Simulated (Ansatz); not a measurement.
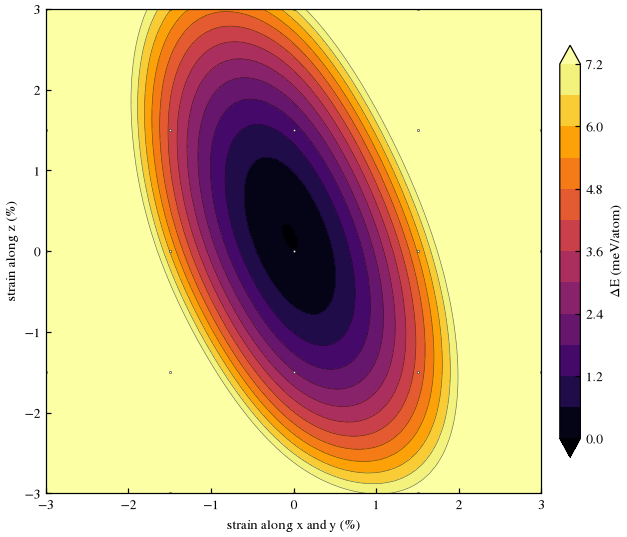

Ag (P6_3/mmc, No. 194; 4 atoms in the cell). The cell is strained homogeneously, by one strain along x and y and another along z, with fractional coordinates fixed (x along [1 0 0], z along [0 0 1] of the conventional cell). First axis: strain along x and y. Second axis: strain along z. The scan uses a 5 × 5 grid. Points are written as (first, second). All energies are given in meV/atom relative to the lowest grid point. The calculation used Ansatz 0.2.0, DFT r2SCAN, scalar-relativistic, plane waves, PAW. Settings: cutoff 500 eV, k-mesh 18×18×6 in the order of the run's cell vectors, gaussian smearing 0.15 eV, no spin polarisation.

The picture shows filled contours, dots at the grid points, one colour for all values above the top of the scale. Between grid points the surface is interpolated.

> Estimate the clamped-ion elastic constants that this map fixes.

With the cell volume of 69.2 Å³, the curvatures of the interpolated surface at its minimum give C₁₁ + C₂₂ + 2C₁₂ ≈ 470 GPa, C₃₃ ≈ 162 GPa and C₁₃ + C₂₃ ≈ 143 GPa (clamped ions, Cartesian axes of the cell). A stretch of 1 % along z with free sides (kept equal in x and y) would change the in-plane lengths by about −0.30 %.
